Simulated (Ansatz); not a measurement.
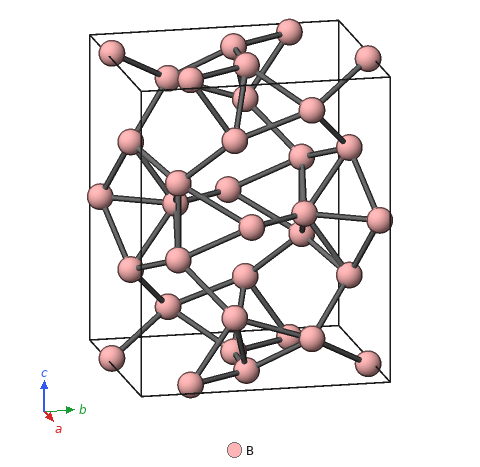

B, space group Pnnm (No. 58), a = 5.041 Å, b = 5.608 Å, c = 6.924 Å, α = 90.00°, β = 90.00°, γ = 90.00°

```tsv
site	Wyckoff	x	y	z
B1	8h	0.6529	0.9074	0.2910
B2	4g	0.1479	0.7712	0.0000
B3	4g	0.8356	0.9919	0.5000
B4	8h	0.3394	0.7811	0.3743
B5	4g	0.1701	0.5207	0.5000
```

Origin: coordinates from a relaxation with DFT PBE, scalar-relativistic, plane waves, PAW (Ansatz 0.2.0).

Compute the Voronoi cell of each site (no radii): faces and volume.

Answer.
| site | faces above 1 % of the sphere | volume (Å³) | solid angle by neighbour (%) |
| --- | --- | --- | --- |
| B1 | 9 | 6.94 | B 100 |
| B2 | 12 | 6.93 | B 100 |
| B3 | 8 | 7.07 | B 100 |
| B4 | 8 | 6.83 | B 100 |
| B5 | 11 | 7.41 | B 100 |

Weighted by multiplicity the volumes add up to the cell volume, 195.7 Å³.

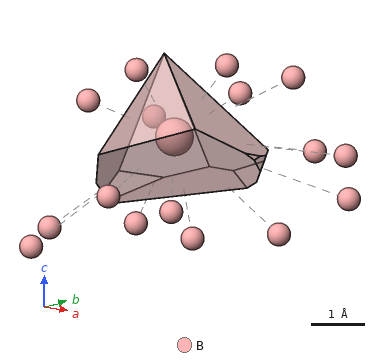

The computed Voronoi cell of B1, with the neighbours that bound it.
